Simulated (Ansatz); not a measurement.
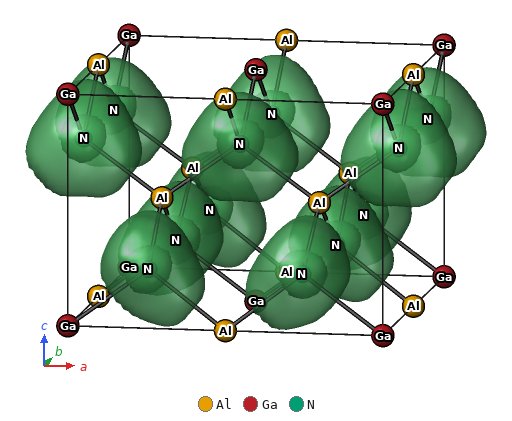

*Al₃GaN₄. Isosurface of the ELF at 0.7 (green), seen slightly off an axis. Only the valence region is drawn (cores and ρ < 0.01 e/Å³ removed). Sticks mark near contacts.*

Space group Cmm2; a structure from a database of computed crystals, not necessarily the ambient phase; changed on purpose from its base cell (strain +0.0750 x Voigt [0, 0, 0, 0, 1, 0], atoms carried along); not relaxed (largest force 0.7 eV/Å).

Theory: DFT r2SCAN, scalar-relativistic, plane waves, PAW in Ansatz 0.2.0.

Core electrons are frozen (PAW), and the valence fields are smoothed inside the atomic spheres.

```
Al Ga N
1.0
    -4.23619    0.00000    4.23619
    -4.56628    0.00000   -4.56628
     0.00000   -4.40124    0.00000
Al Ga N
6 2 8
Direct
  0.75000 0.75000 0.50000
  0.25000 0.25000 0.50000
  0.00000 0.50000 0.00000
  0.50000 0.00000 0.00000
  0.25000 0.75000 0.50000
  0.75000 0.25000 0.50000
  0.50000 0.50000 0.00000
  0.00000 0.00000 0.00000
  0.75554 0.50000 0.25554
  0.25554 0.00000 0.25554
  0.50000 0.75554 0.74446
  0.00000 0.25554 0.74446
  0.24446 0.50000 0.25554
  0.74446 0.00000 0.25554
  0.00000 0.74446 0.74446
  0.50000 0.24446 0.74446
```

Question: Describe the localisation domains.

Answer: The surface consists of eight regions on N in which the atom's valence shell and bonds are merged, counted in one cell of 16 atoms. Any copies at cell faces, edges or corners count once. Along the contacts the grid gives the following. Al–N (1.84 Å): the ELF peaks at about 0.90 between the atoms: a shared but strongly polarised pair. Ga–N (1.90 Å): the ELF peaks at about 0.85 in the valence shell of N, 0.7 Å from its nucleus, and is about 0.50 at the midpoint.

Question: Metal or insulator at this level of theory?

Answer: It is gapped, with a Kohn–Sham gap of 3.6 eV on the k-point mesh (the band edges may lie off the mesh, which would make the gap smaller).
